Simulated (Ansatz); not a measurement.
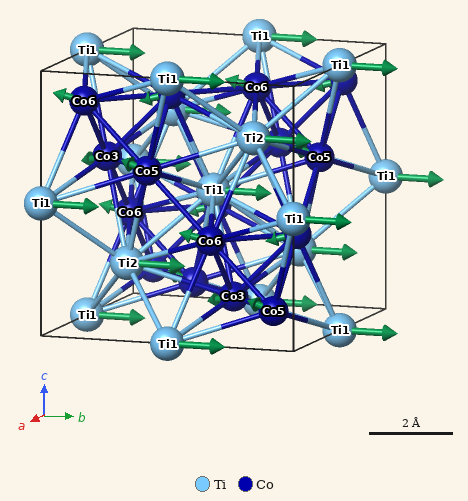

Phonons of solid TiCo$_{2}$, at the zone centre. The optical levels lie at 13i (×3), 163 (×3), 211 (×2), 242 (×3), 312 (×3), 407 cm⁻¹. One mode is drawn. The green arrows are the displacements of the atoms (eigenvector over the root of the mass), of arbitrary overall length and sign. Style: ball-and-stick. Shown: the conventional cell (4 times the calculation's cell), slightly off an axis. Lengths and directions refer to the drawn axes.

Theory: DFT LDA, scalar-relativistic, plane waves, PAW in Ansatz 0.2.0. (plane-wave cutoff 420 eV; k-point mesh 10 × 10 × 10; occupations fermi dirac; smearing width 0.15 eV; no spin polarisation)

The frequencies depend somewhat on the k-mesh and the smearing.

> Which of these frequencies is the drawn mode's?

The level at 163 cm⁻¹. This is the T₁u mode (triply degenerate; one member of the set is drawn), optical level 2 of 6, counted from below, infrared-active by symmetry. The kinetic energy is shared as Ti 69 %, Co 31 %. The crystal is a metal, so free carriers screen the infrared response.

Limits of the set-up: an element that often carries a moment was run without spin polarisation.
